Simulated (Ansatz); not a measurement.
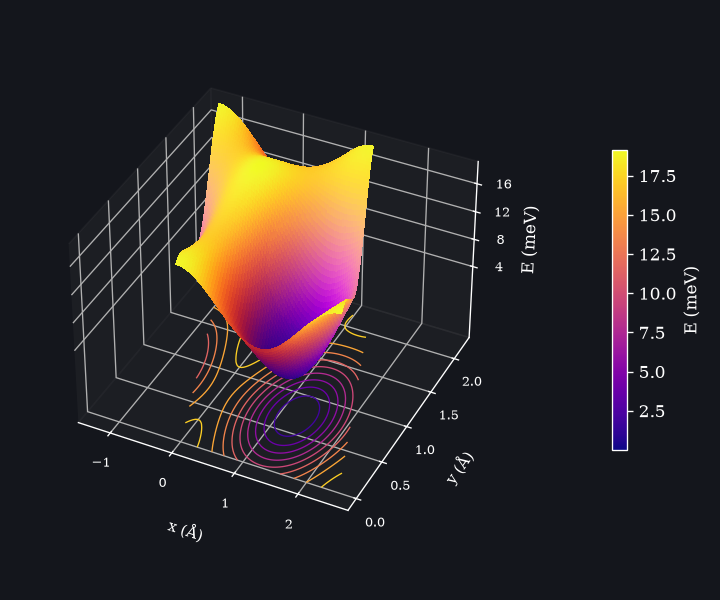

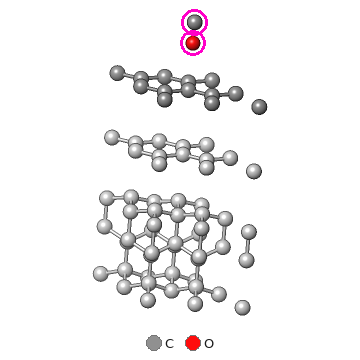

Energy landscape of CO on a C(001) slab cut from the P6_3/mmc phase, its upper half relaxed before the scan (40 atoms of substrate and one adsorbate in a 2 × 2 cell). CO (O end down) is moved over the surface cell at a fixed height above a rigid substrate; the origin of the map has the adsorbate above C33; the height is held at 3.00 Å. Places are given modulo a cell vector. The map is drawn in real space over the plane of the surface. Grid: 6 × 6 points; 10 points were computed and 26 follow by symmetry. Places are given in fractions of the 1 × 1 surface cell. All energies are given in meV relative to the lowest grid point. At a fixed height the lowest place need not be the adsorption site. Theory: Ansatz 0.2.0, DFT PBE+D3(BJ), scalar-relativistic, plane waves, PAW. Settings: cutoff 420 eV, k-mesh 6×6×1, gaussian smearing 0.05 eV, no spin polarisation.

The picture shows a relief with its contours projected below, any walls above the top of the colour scale cut off. Between grid points the surface is interpolated. The second picture is the structure at the lowest point; rings mark the moved atoms.

Summarise what can be read from the map.

Answer. The lowest grid point is at a sixfold hollow, (4/6, 2/6) of the cell vectors. No other kind of well shows on this grid. The highest grid point, the top site over a surface C atom, (2/6, 4/6) of the cell vectors, lies 19.1 meV above the lowest. On the interpolated surface the easiest way out of the lowest well to its copy in the next cell or period passes a barrier of about 17 meV.

Grid values (meV):

```
second ↓, first →   0/6   1/6   2/6   3/6   4/6   5/6
              5/6  16.8  16.9  17.0  17.0  16.9  16.8
              4/6  12.7  17.0  19.1  17.0  12.7  10.5
              3/6  10.6  17.0  17.0  10.6   4.2   4.2
              2/6  12.7  16.9  12.7   4.2   0.0   4.2
              1/6  16.8  16.8  10.5   4.2   4.2  10.5
              0/6  18.9  16.8  12.7  10.6  12.7  16.8
```

Time for the 10 points that were run: 4.8 min on 2 threads of AMD EPYC 9R45 96-Core Processor (Zen 5), with other jobs on the host.

PAW datasets: the set soft_1.
